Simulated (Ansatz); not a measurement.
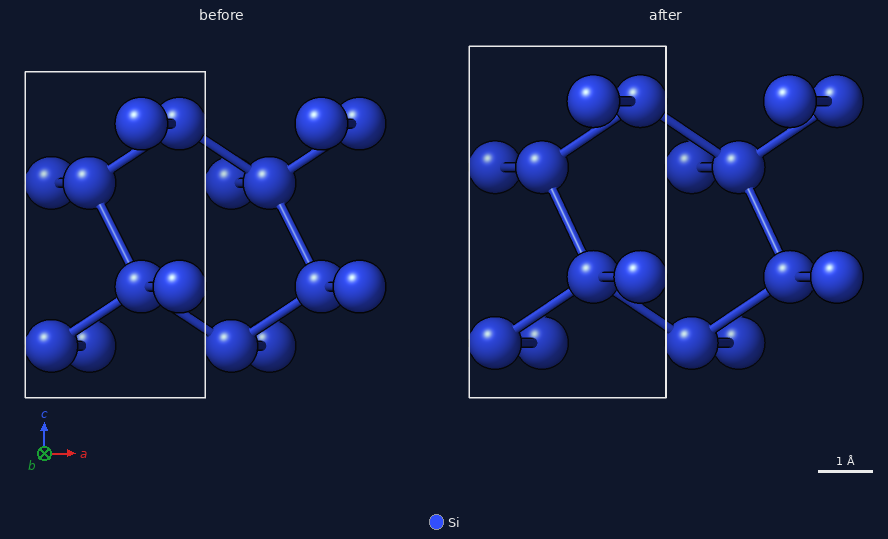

The structure of a crystal of Si (a generated structure, set up in Pccn) (coarse preliminary run) before (left) and after (right) a relaxation, at one scale.

The picture is a ball-and-stick view of the cell of the calculation, repeated 2 × 1 × 1 with one cell outlined, seen along the b axis.

Level of theory: Ansatz 0.2.0, DFT PBE, scalar-relativistic, plane waves, PAW. Set-up: plane-wave cutoff 420 eV; k-point mesh 6 × 4 × 4; occupations gaussian; smearing width 0.1 eV; no spin polarisation; cell and atoms relaxed; force threshold 0.04 eV/Å; at most 70 steps.

Describe what moved and what it gained.

The largest moves relative to the cell, 0.057 Å, are those of Si atoms. Cell: a 3.378 → 3.688 Å (+9.2 %), b 5.802 → 6.112 Å (+5.4 %), c 6.116 → 6.592 Å (+7.8 %). Volume +24.0 %. Near-neighbour distances that change, for instance: Si–Si 2.150 → 2.363 Å, Si–Si 2.285 → 2.418 Å. Among the angles between lasting bonds that change: Si–Si–Si 94.4° → 91.9°, Si–Si–Si 124.7° → 127.0°. The space group stays Pccn (No. 56). The energy falls by 2.824 eV per cell of the calculation in 4 accepted moves (5 points after the start). Largest force component: 1.6 eV/Å at the start, 0.012 eV/Å at the end. The pressure goes from 33.69 to 0.17 GPa. The SCF was repeated once at an unchanged geometry on a basis and grid sized afresh for the cell, which shifted the energy by 19.3 meV per cell of the calculation at most. The run took 120 s on 1 thread of Intel(R) Xeon(R) Processor @ 2.50GHz (Skylake/Cascade Lake), on a shared host, peak memory 0.43 GiB.
